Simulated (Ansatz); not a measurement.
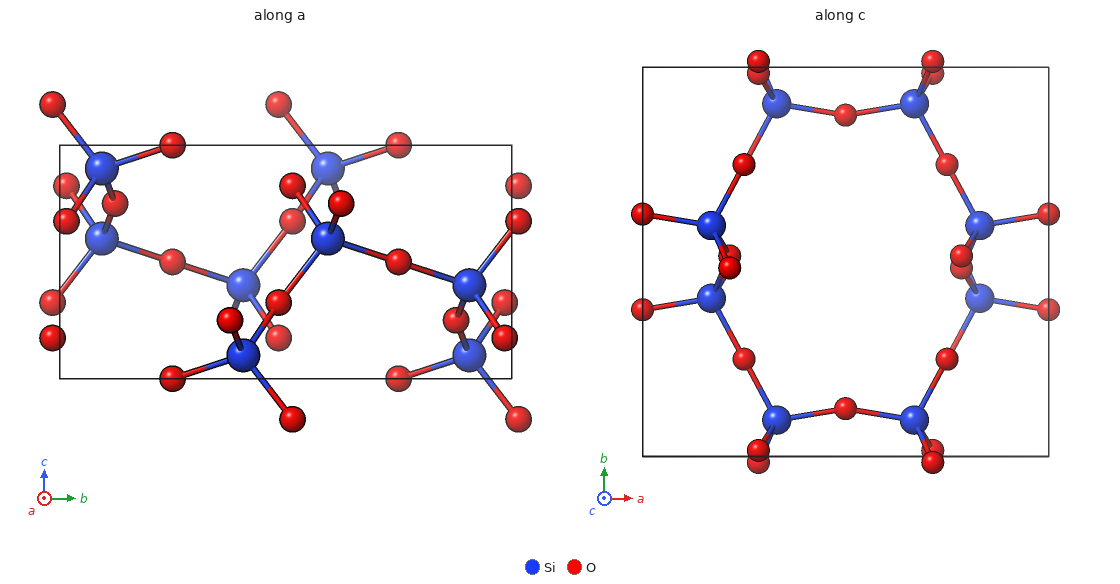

The figure gives a ball-and-stick picture of the atoms, viewed along the a axis and along the c axis. The conventional unit cell is outlined; an atom on or near a face, edge or corner is repeated at each equivalent position. A few atoms beyond the faces are included.

SiO$_{2}$, space group C2/c (No. 15), a = 10.47 Å, b = 8.96 Å, c = 5.18 Å, α = 90.00°, β = 116.69°, γ = 90.00°.

Results below were computed with DFT LDA, scalar-relativistic, plane waves, PAW in Ansatz 0.2.0; the settings were plane-wave cutoff 420 eV, k-points about 0.23 Å⁻¹ apart, Gaussian smearing of 0.02 eV, no spin polarisation.

**What is the electronic character?**

An insulator at this level, with a gap of 5.46 eV on the k-mesh (the true edges may lie between mesh points, so the gap can be somewhat smaller).

Starting structure: a structure listed in the Materials Project. It was relaxed with Ansatz 0.2.0, DFT LDA, scalar-relativistic, plane waves, PAW under a constraint or pressure on the cell, so some stress remains.
